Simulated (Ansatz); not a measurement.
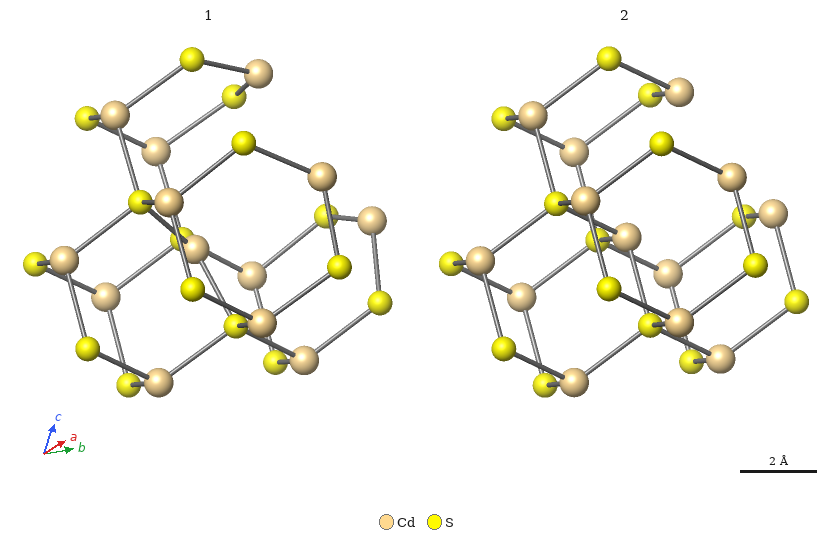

Two geometries of a defect cell of composition Cd27S26 (cell charge +2), drawn at one scale. One is the start of a relaxation, the other its converged end. A ball-and-stick model of the atoms within 5.0 Å of the atom that moves most (axes of the cell of the calculation (origin shifted)), seen from a free direction.

All numbers below come from Ansatz, DFT, PBE, plane-wave PAW, default files, scalar-relativistic. Set-up: plane-wave cutoff 420 eV; k-point mesh 2 × 2 × 2; occupations fermi dirac; smearing width 0.01 eV; no spin polarisation; atoms relaxed in a fixed cell; force threshold 0.03 eV/Å; at most 40 steps.

> Which one is relaxed?

Structure 1 is the relaxed one. The energy falls by 1.146 eV per cell of the calculation in 5 geometry steps. The largest force component goes from 0.48 to 0.0027 eV/Å. The largest moves, 0.53 Å, are those of Cd atoms. By element the largest moves are Cd 0.53 Å, S 0.05 Å. The lattice vectors keep their values. Among the contacts that change: Cd–S 2.526 → 2.445 Å, Cd–S 2.526 → 2.492 Å, Cd–S 2.526 → 2.543 Å. Among the angles between lasting bonds that change: Cd–S–Cd 109.5° → 95.9°, S–Cd–S 109.5° → 118.7°, Cd–S–Cd 109.5° → 114.6°. The run took 4.3 min on 4 threads of Arm Neoverse V1 (shared host), peak memory 6.4 GiB.

Limits of the set-up: the cell is charged, on a uniform background, and energies carry no finite-size correction.
